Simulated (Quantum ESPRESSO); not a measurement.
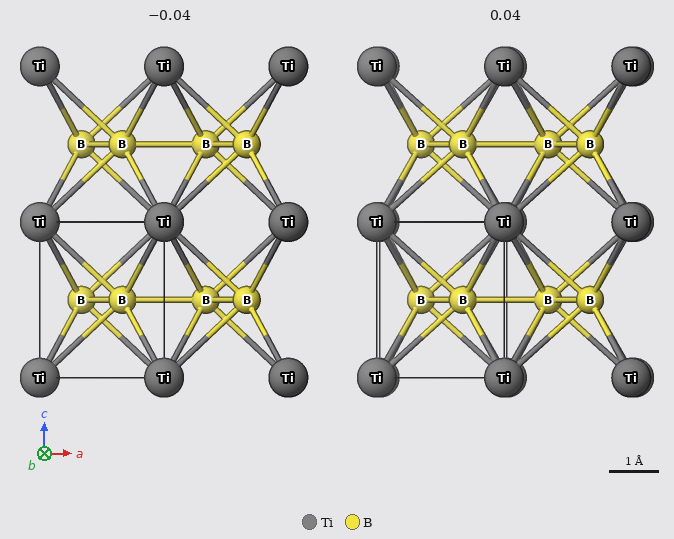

Crystalline TiB2 (set up in P2/m), held at several strains, with the atoms relaxed (per unit of the tabulated number the cell is strained by 0.5 along [−3 −2 0], −0.5 along [1 −3 0]). The picture shows the first and the last member. The picture is a ball-and-stick view of the cell of the calculation, repeated 2 × 1 × 2 with one cell outlined, seen along the b axis.

Computed with Quantum ESPRESSO 7.5: PBEsol, GBRV 1.5 PBEsol. (plane-wave cutoff 612.3 eV; k-point mesh 10 × 10 × 8; occupations fermi-dirac; smearing width 0.05 eV; no spin polarisation)

```csv
strain,energy (meV/atom)
−0.04,11.76
−0.02,?
−0.01,0.73
0,0.00
0.01,0.73
0.02,2.91
0.04,11.76
```

**Fill in the missing row.**

A parabola through three neighbouring rows (−0.04, −0.01, 0) gives, with Lagrange weights, (0.1667)(11.76) + (1.3333)(0.73) + (−0.5000)(0.00) = 2.93 meV/atom. The calculation gives 2.91 meV/atom. The estimate is 0.02 meV/atom too high. From the first member to the last: Ti–Ti 3.082 → 2.977 Å, Ti–Ti 2.977 → 3.082 Å, B–Ti 2.405 → 2.355 Å.

The whole series:

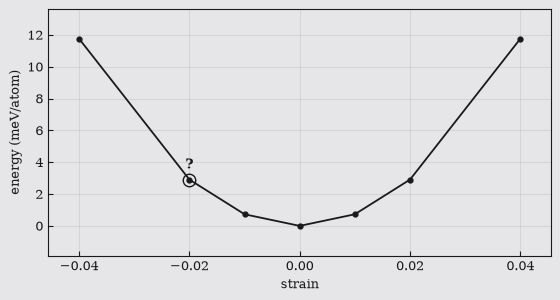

Each member starts from this one structure; whether another phase lies lower wasn't checked.
